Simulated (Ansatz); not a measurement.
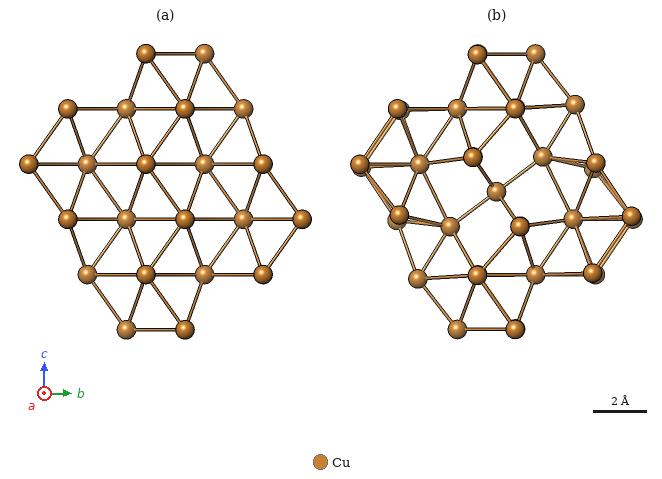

Left: perfect Cu. Right: the same region with one point defect, after relaxing the atoms in a supercell of 32 sites. Style: ball-and-stick. Shown: the atoms within 6.0 Å of one point, in a slice 3.4 Å thick across the line of sight, along the a axis.

The calculation used DFT PBE, scalar-relativistic, plane waves, PAW in Ansatz. (plane-wave cutoff 420 eV; k-point mesh 4 × 4 × 4; occupations gaussian; smearing width 0.1 eV; mesh shifted by (0.5, 0.5, 0.5); no spin polarisation) The cell is small and the k-mesh coarse, so the numbers are rough. The axes drawn are those of the host's conventional cell.

### Which defect is it?

An extra copper atom is put between the host's atoms (an interstitial).

The charge state of the cell is 0.

### How does the lattice respond?

The Cu atom starts with 6 Cu at 1.82 Å around its place and ends with 6 Cu at 2.20 to 2.21 Å. Of the host's atoms, a copper atom moves furthest from its site, by 0.40 Å. Relaxing the atoms from the host's sites lowers the energy by 10.40 eV. At a tolerance of 0.02 Å the relaxed supercell has space group C2/m.
